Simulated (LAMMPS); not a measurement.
## Geometry relaxation of SiO2

SiO2 (9 atoms in the cell), computed with classical potential SiO.tersoff (style tersoff) (LAMMPS 22 Jul 2025 update 4).

The structure derives from an entry of the Crystallography Open Database. The geometry comes from this level: r2SCAN.

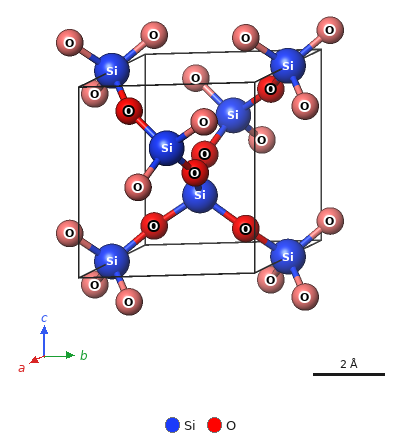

**Figure 1.** The starting structure (ball-and-stick view of the cell of the calculation, seen slightly off an axis; neighbours outside the cell are drawn fainter).

**Input**
```
units metal
boundary p p p
atom_style atomic
read_data data.lmp
pair_style tersoff
pair_coeff * * SiO.tersoff Si O
thermo_style custom step pe press pxx pyy pzz pyz pxz pxy vol fmax
thermo_modify format float %.8f
dump 1 all custom 10 dump.lmp id type x y z fx fy fz
dump_modify 1 sort id format float %.8f
thermo 10
fix 1 all box/relax tri 0.0 vmax 0.001
min_style cg
minimize 0.0 1.0e-6 400 4000
minimize 0.0 1.0e-6 400 4000
unfix 1
undump 1
write_dump all custom end.lmp id type x y z modify sort id format float %.8f
run 0
```

**File data.lmp**
```
crystal

9 atoms
2 atom types

0.0 5.05905841 xlo xhi
0.0 4.38127311 ylo yhi
0.0 5.54103614 zlo zhi
-2.52952921 -0.00000000 -0.00000000 xy xz yz

Masses

1 28.0850
2 15.9990

Atoms

1 1 1.26476460 2.19063655 1.84701205
2 1 -1.26476460 2.19063655 3.69402410
3 1 0.00000000 4.38127311 0.00000000
4 2 -0.94927855 3.46891496 4.61753012
5 2 1.58025066 0.91235814 0.92350602
6 2 0.00000000 1.82471628 2.77051807
7 2 3.47880776 0.91235814 4.61753012
8 2 0.94927855 3.46891496 0.92350602
9 2 2.52952921 2.55655682 2.77051807
```

Command:
```bash
lmp -in in.lmp -log none -nocite
```

**Output**
```
using 1 OpenMP thread(s) per MPI task
Reading data file ...
  triclinic box = (0 0 0) to (5.0590584 4.3812731 5.5410361) with tilt (-2.5295292 -0 -0)
WARNING: Triclinic box skew is large. LAMMPS will run inefficiently. (src/src/domain.cpp:221)
  1 by 1 by 1 MPI processor grid
  reading atoms ...
  9 atoms
  read_data CPU = 0.000 seconds
Neighbor list info ...
  max neighbors/atom: 2000, page size: 100000
  master list distance cutoff = 4.8
  ghost atom cutoff = 4.8
  binsize = 2.4, bins = 4 2 3
  1 neighbor lists, perpetual/occasional/extra = 1 0 0
  (1) pair tersoff, perpetual
      attributes: full, newton on
      pair build: full/bin/atomonly
      stencil: full/bin/3d
      bin: standard
Setting up cg style minimization ...
  Unit style    : metal
  Current step  : 0
WARNING: Energy due to 6 extra global DOFs will be included in minimizer energies
 (src/src/min.cpp:222)
Per MPI rank memory allocation (min/avg/max) = 4.202 | 4.202 | 4.202 Mbytes
   Step         PotEng         Press           Pxx            Pyy            Pzz            Pyz            Pxz            Pxy           Volume          Fmax
         0  -59.94680110 92191.65925673 93459.46399738 93459.46380535 89656.04996745 -0.00145923 -0.00544029 0.00227961 122.81771198 0.77073690
        10  -60.09971304 39701.36888348 40479.09421789 40501.10933934 38123.90309322 -0.00088708 -0.00332417 -4943.20420699 126.48050794 0.46427230
        20  -60.14341198 -427.24987916 -262.90059331 -270.06441949 -748.78462470 -0.00003163 -0.00002530 -2087.67144908 129.55634625 0.19500320
        30  -60.15383764 1479.06299068 1485.48642776 1407.40744463 1544.29509964 0.00021037 0.00023700 1066.27586614 128.51248753 0.04472399
        40  -60.15403085 -3.93606357 -1.62146971 -10.02838300 -0.15833800 0.00001068 -0.00000149 -1.43893321 128.54862643 0.00023385
        50  -60.15403088 -0.75106478 -1.54412455 0.29705817 -1.00612797 -0.00000170 -0.00000032 -0.93543730 128.54897128 0.00004761
        60  -60.15403088 -0.06174637 -0.03276071 -0.08781174 -0.06466666 -0.00000008 -0.00000021 0.15871358 128.54880678 0.00001524
        70  -60.15403088 0.00277959 0.02187059 -0.02285807 0.00932625 -0.00000002 -0.00000024 -0.00961192 128.54880673 0.00000168
        79  -60.15403088 -0.00153021 -0.00102356 -0.00206364 -0.00150342 -0.00000003 -0.00000025 -0.00506292 128.54880635 0.00000014
Loop time of 0.00177698 on 1 procs for 79 steps with 9 atoms

51.7% CPU use with 1 MPI tasks x 1 OpenMP threads

Minimization stats:
  Stopping criterion = force tolerance
  Energy initial, next-to-last, final =
     -59.9468011015943  -60.1540308759896  -60.1540308759897
  Force two-norm initial, final = 12.387627 6.0739241e-07
  Force max component initial, final = 7.1643028 4.6265045e-07
  Final line search alpha, max atom move = 1 4.6265045e-07
  Iterations, force evaluations = 79 129

MPI task timing breakdown:
Section |  min time  |  avg time  |  max time  |%varavg| %total
---------------------------------------------------------------
Pair    | 0.00096182 | 0.00096182 | 0.00096182 |   0.0 | 54.13
Neigh   | 0          | 0          | 0          |   0.0 |  0.00
Comm    | 0.00010025 | 0.00010025 | 0.00010025 |   0.0 |  5.64
Output  | 0.00017885 | 0.00017885 | 0.00017885 |   0.0 | 10.07
Modify  | 0          | 0          | 0          |   0.0 |  0.00
Other   |            | 0.0005361  |            |       | 30.17

Nlocal:              9 ave           9 max           9 min
Histogram: 1 0 0 0 0 0 0 0 0 0
Nghost:            240 ave         240 max         240 min
Histogram: 1 0 0 0 0 0 0 0 0 0
Neighs:              0 ave           0 max           0 min
Histogram: 1 0 0 0 0 0 0 0 0 0
FullNghs:          306 ave         306 max         306 min
Histogram: 1 0 0 0 0 0 0 0 0 0

Total # of neighbors = 306
Ave neighs/atom = 34
Neighbor list builds = 0
Dangerous builds = 0
Setting up cg style minimization ...
  Unit style    : metal
  Current step  : 79
WARNING: Energy due to 6 extra global DOFs will be included in minimizer energies
 (src/src/min.cpp:222)
Per MPI rank memory allocation (min/avg/max) = 5.453 | 5.453 | 5.453 Mbytes
   Step         PotEng         Press           Pxx            Pyy            Pzz            Pyz            Pxz            Pxy           Volume          Fmax
        79  -60.15403088 -0.00153021 -0.00102356 -0.00206364 -0.00150342 -0.00000003 -0.00000025 -0.00506292 128.54880635 0.00000014
        80  -60.15403088 0.00205047 0.00185102 0.00230913 0.00199128 -0.00000003 -0.00000024 -0.00079799 128.54880606 0.00000017
Loop time of 5.5283e-05 on 1 procs for 1 steps with 9 atoms

38.0% CPU use with 1 MPI tasks x 1 OpenMP threads

Minimization stats:
  Stopping criterion = force tolerance
  Energy initial, next-to-last, final =
     -60.1540308759897  -60.1540308759897  -60.1540308759895
  Force two-norm initial, final = 6.1346649e-07 3.809495e-07
  Force max component initial, final = 4.6905952e-07 1.8527039e-07
  Final line search alpha, max atom move = 1 1.8527039e-07
  Iterations, force evaluations = 1 2

MPI task timing breakdown:
Section |  min time  |  avg time  |  max time  |%varavg| %total
---------------------------------------------------------------
Pair    | 2.3438e-05 | 2.3438e-05 | 2.3438e-05 |   0.0 | 42.40
Neigh   | 0          | 0          | 0          |   0.0 |  0.00
Comm    | 2.471e-06  | 2.471e-06  | 2.471e-06  |   0.0 |  4.47
Output  | 0          | 0          | 0          |   0.0 |  0.00
Modify  | 0          | 0          | 0          |   0.0 |  0.00
Other   |            | 2.937e-05  |            |       | 53.13

Nlocal:              9 ave           9 max           9 min
Histogram: 1 0 0 0 0 0 0 0 0 0
Nghost:            240 ave         240 max         240 min
Histogram: 1 0 0 0 0 0 0 0 0 0
Neighs:              0 ave           0 max           0 min
Histogram: 1 0 0 0 0 0 0 0 0 0
FullNghs:          270 ave         270 max         270 min
Histogram: 1 0 0 0 0 0 0 0 0 0

Total # of neighbors = 270
Ave neighs/atom = 30
Neighbor list builds = 0
Dangerous builds = 0
WARNING: No fixes with time integration, atoms won't move
Setting up Verlet run ...
  Unit style    : metal
  Current step  : 80
  Time step     : 0.001
Per MPI rank memory allocation (min/avg/max) = 3.077 | 3.077 | 3.077 Mbytes
   Step         PotEng         Press           Pxx            Pyy            Pzz            Pyz            Pxz            Pxy           Volume          Fmax
        80  -60.15403088 0.00205047 0.00185102 0.00230913 0.00199128 -0.00000003 -0.00000024 -0.00079799 128.54880606 0.00000017
Loop time of 9.54e-07 on 1 procs for 0 steps with 9 atoms

0.0% CPU use with 1 MPI tasks x 1 OpenMP threads

MPI task timing breakdown:
Section |  min time  |  avg time  |  max time  |%varavg| %total
---------------------------------------------------------------
Pair    | 0          | 0          | 0          |   0.0 |  0.00
Neigh   | 0          | 0          | 0          |   0.0 |  0.00
Comm    | 0          | 0          | 0          |   0.0 |  0.00
Output  | 0          | 0          | 0          |   0.0 |  0.00
Modify  | 0          | 0          | 0          |   0.0 |  0.00
Other   |            | 9.54e-07   |            |       |100.00

Nlocal:              9 ave           9 max           9 min
Histogram: 1 0 0 0 0 0 0 0 0 0
Nghost:            240 ave         240 max         240 min
Histogram: 1 0 0 0 0 0 0 0 0 0
Neighs:              0 ave           0 max           0 min
Histogram: 1 0 0 0 0 0 0 0 0 0
FullNghs:          270 ave         270 max         270 min
Histogram: 1 0 0 0 0 0 0 0 0 0

Total # of neighbors = 270
Ave neighs/atom = 30
Neighbor list builds = 0
Dangerous builds = 0
```

**Trajectory as extended XYZ (Å, eV, eV/Å), 10 frames, from step=0 to step=80**
```
9
Lattice="5.0591 0.0000 0.0000 -2.5295 4.3813 0.0000 0.0000 0.0000 5.5410" Properties=species:S:1:pos:R:3:forces:R:3 step=0 energy=-59.94680 pressure_GPa=9.22
Si    1.2648    2.1906    1.8470    0.0000   0.0000   0.0000
Si   -1.2648    2.1906    3.6940    0.0000   0.0000   0.0000
Si    2.5295    0.0000    0.0000    0.0000   0.0000   0.0000
O    -0.9493    3.4689    4.6175   -0.6675   0.3854   0.0000
O     1.5803    0.9124    0.9235   -0.6675  -0.3854   0.0000
O     0.0000    1.8247    2.7705    0.0000  -0.7707   0.0000
O     3.4788    0.9124    4.6175    0.6675  -0.3854   0.0000
O     0.9493    3.4689    0.9235    0.6675   0.3854   0.0000
O     2.5295    2.5566    2.7705    0.0000   0.7707   0.0000
9
Lattice="5.1096 0.0000 0.0000 -2.5320 4.4251 0.0000 0.0000 0.0000 5.5939" Properties=species:S:1:pos:R:3:forces:R:3 step=10 energy=-60.09971 pressure_GPa=3.97
Si    1.2635    2.1906    1.8383    0.0000   0.0000   0.0970
Si   -1.2913    2.1906    3.7029    0.0000   0.0000   0.0980
Si    2.5295   -0.0219   -0.0266    0.0000   0.0000  -0.1950
O    -0.9670    3.4823    4.6352   -0.3642   0.2557   0.0240
O     1.5744    0.8990    0.9059   -0.4403  -0.2073   0.0249
O    -0.0157    1.8198    2.7705    0.0763  -0.4643  -0.0488
O     3.4941    0.8989    4.6352    0.3642  -0.2557   0.0240
O     0.9526    3.4823    0.9059    0.4403   0.2073   0.0249
O     2.5428    2.5614    2.7705   -0.0763   0.4643  -0.0488
9
Lattice="5.1525 0.0000 0.0000 -2.5572 4.4623 0.0000 0.0000 0.0000 5.6349" Properties=species:S:1:pos:R:3:forces:R:3 step=20 energy=-60.14341 pressure_GPa=-0.04
Si    1.2509    2.1906    1.8324    0.0000   0.0000   0.0148
Si   -1.3253    2.1906    3.7107    0.0000   0.0000   0.0152
Si    2.5295   -0.0405   -0.0490    0.0000   0.0000  -0.0299
O    -1.0018    3.4949    4.6490   -0.1683   0.0953  -0.0058
O     1.5626    0.8868    0.8924   -0.1692  -0.0999  -0.0060
O    -0.0381    1.8136    2.7701   -0.0046  -0.1950   0.0118
O     3.5037    0.8864    4.6490    0.1683  -0.0953  -0.0058
O     0.9392    3.4945    0.8924    0.1692   0.0999  -0.0060
O     2.5399    2.5676    2.7701    0.0046   0.1950   0.0118
9
Lattice="5.1301 0.0000 0.0000 -2.5689 4.4430 0.0000 0.0000 0.0000 5.6383" Properties=species:S:1:pos:R:3:forces:R:3 step=30 energy=-60.15384 pressure_GPa=0.15
Si    1.2451    2.1906    1.8309    0.0000   0.0000  -0.0235
Si   -1.3200    2.1906    3.7103    0.0000   0.0000  -0.0205
Si    2.5295   -0.0308   -0.0488    0.0000   0.0000   0.0447
O    -1.0187    3.4971    4.6499   -0.0322   0.0035  -0.0081
O     1.5487    0.8845    0.8910   -0.0137  -0.0212  -0.0071
O    -0.0369    1.7995    2.7706   -0.0240  -0.0264   0.0148
O     3.5088    0.8842    4.6499    0.0322  -0.0035  -0.0081
O     0.9414    3.4968    0.8910    0.0137   0.0212  -0.0071
O     2.5270    2.5818    2.7706    0.0240   0.0264   0.0148
9
Lattice="5.1291 0.0000 0.0000 -2.5645 4.4420 0.0000 0.0000 0.0000 5.6422" Properties=species:S:1:pos:R:3:forces:R:3 step=40 energy=-60.15403 pressure_GPa=-0.00
Si    1.2473    2.1906    1.8302    0.0000   0.0000  -0.0002
Si   -1.3173    2.1906    3.7109    0.0000   0.0000   0.0002
Si    2.5295   -0.0304   -0.0506    0.0000   0.0000   0.0000
O    -1.0162    3.4975    4.6512    0.0002  -0.0002   0.0001
O     1.5483    0.8838    0.8898    0.0000   0.0001   0.0002
O    -0.0350    1.7979    2.7706    0.0000   0.0001  -0.0002
O     3.5108    0.8838    4.6512   -0.0002   0.0002   0.0001
O     0.9462    3.4975    0.8898    0.0000  -0.0001   0.0002
O     2.5295    2.5833    2.7706    0.0000  -0.0001  -0.0002
9
Lattice="5.1291 0.0000 0.0000 -2.5646 4.4420 0.0000 0.0000 0.0000 5.6422" Properties=species:S:1:pos:R:3:forces:R:3 step=50 energy=-60.15403 pressure_GPa=-0.00
Si    1.2472    2.1906    1.8302    0.0000   0.0000   0.0000
Si   -1.3173    2.1906    3.7109    0.0000   0.0000   0.0000
Si    2.5295   -0.0303   -0.0506    0.0000   0.0000   0.0000
O    -1.0163    3.4975    4.6512    0.0000   0.0000   0.0000
O     1.5483    0.8838    0.8898    0.0000   0.0000   0.0000
O    -0.0350    1.7980    2.7705    0.0000   0.0000   0.0000
O     3.5107    0.8838    4.6512    0.0000   0.0000   0.0000
O     0.9462    3.4975    0.8898    0.0000   0.0000   0.0000
O     2.5295    2.5833    2.7705    0.0000   0.0000   0.0000
9
Lattice="5.1291 0.0000 0.0000 -2.5646 4.4420 0.0000 0.0000 0.0000 5.6422" Properties=species:S:1:pos:R:3:forces:R:3 step=60 energy=-60.15403 pressure_GPa=-0.00
Si    1.2472    2.1906    1.8302    0.0000   0.0000   0.0000
Si   -1.3173    2.1906    3.7109    0.0000   0.0000   0.0000
Si    2.5295   -0.0303   -0.0506    0.0000   0.0000   0.0000
O    -1.0163    3.4975    4.6512    0.0000   0.0000   0.0000
O     1.5483    0.8838    0.8898    0.0000   0.0000   0.0000
O    -0.0350    1.7980    2.7705    0.0000   0.0000   0.0000
O     3.5107    0.8838    4.6512    0.0000   0.0000   0.0000
O     0.9462    3.4975    0.8898    0.0000   0.0000   0.0000
O     2.5295    2.5833    2.7705    0.0000   0.0000   0.0000
9
Lattice="5.1291 0.0000 0.0000 -2.5646 4.4420 0.0000 0.0000 0.0000 5.6422" Properties=species:S:1:pos:R:3:forces:R:3 step=70 energy=-60.15403 pressure_GPa=0.00
Si    1.2472    2.1906    1.8302    0.0000   0.0000   0.0000
Si   -1.3173    2.1906    3.7109    0.0000   0.0000   0.0000
Si    2.5295   -0.0303   -0.0506    0.0000   0.0000   0.0000
O    -1.0163    3.4975    4.6513    0.0000   0.0000   0.0000
O     1.5483    0.8838    0.8898    0.0000   0.0000   0.0000
O    -0.0350    1.7980    2.7705    0.0000   0.0000   0.0000
O     3.5107    0.8838    4.6513    0.0000   0.0000   0.0000
O     0.9462    3.4975    0.8898    0.0000   0.0000   0.0000
O     2.5295    2.5833    2.7705    0.0000   0.0000   0.0000
9
Lattice="5.1291 0.0000 0.0000 -2.5646 4.4420 0.0000 0.0000 0.0000 5.6422" Properties=species:S:1:pos:R:3:forces:R:3 step=79 energy=-60.15403 pressure_GPa=-0.00
Si    1.2472    2.1906    1.8302    0.0000   0.0000   0.0000
Si   -1.3173    2.1906    3.7109    0.0000   0.0000   0.0000
Si    2.5295   -0.0303   -0.0506    0.0000   0.0000   0.0000
O    -1.0163    3.4975    4.6513    0.0000   0.0000   0.0000
O     1.5483    0.8838    0.8898    0.0000   0.0000   0.0000
O    -0.0350    1.7980    2.7705    0.0000   0.0000   0.0000
O     3.5107    0.8838    4.6513    0.0000   0.0000   0.0000
O     0.9462    3.4975    0.8898    0.0000   0.0000   0.0000
O     2.5295    2.5833    2.7705    0.0000   0.0000   0.0000
9
Lattice="5.1291 0.0000 0.0000 -2.5646 4.4420 0.0000 0.0000 0.0000 5.6422" Properties=species:S:1:pos:R:3:forces:R:3 step=80 energy=-60.15403 pressure_GPa=0.00
Si    1.2472    2.1906    1.8302    0.0000   0.0000   0.0000
Si   -1.3173    2.1906    3.7109    0.0000   0.0000   0.0000
Si   -0.0350    4.4116    5.5916    0.0000   0.0000   0.0000
O    -1.0163    3.4975    4.6513    0.0000   0.0000   0.0000
O     1.5483    0.8838    0.8898    0.0000   0.0000   0.0000
O    -0.0350    1.7980    2.7705    0.0000   0.0000   0.0000
O     3.5107    0.8838    4.6513    0.0000   0.0000   0.0000
O     0.9462    3.4975    0.8898    0.0000   0.0000   0.0000
O     2.5295    2.5833    2.7705    0.0000   0.0000   0.0000
```

**Key numbers**

```json
{"quantity": "outcome", "value": "converged"}
{"quantity": "space group (tolerance 0.01 Å)", "value": "P6₂22 (180)"}
{"quantity": "potential energy", "value": "−60.1540 eV"}
{"quantity": "pressure", "value": "0.00 GPa"}
{"quantity": "final volume", "value": "128.55 Å³"}
{"quantity": "final cell", "value": "a = 5.129 Å, b = 5.129 Å, c = 5.642 Å, α = 90.00°, β = 90.00°, γ = 120.00°"}
{"quantity": "hardware", "value": "1 thread of Arm Neoverse V2, 24 GiB of memory available, shared host"}
{"quantity": "peak memory", "value": "0.029 GiB"}
```
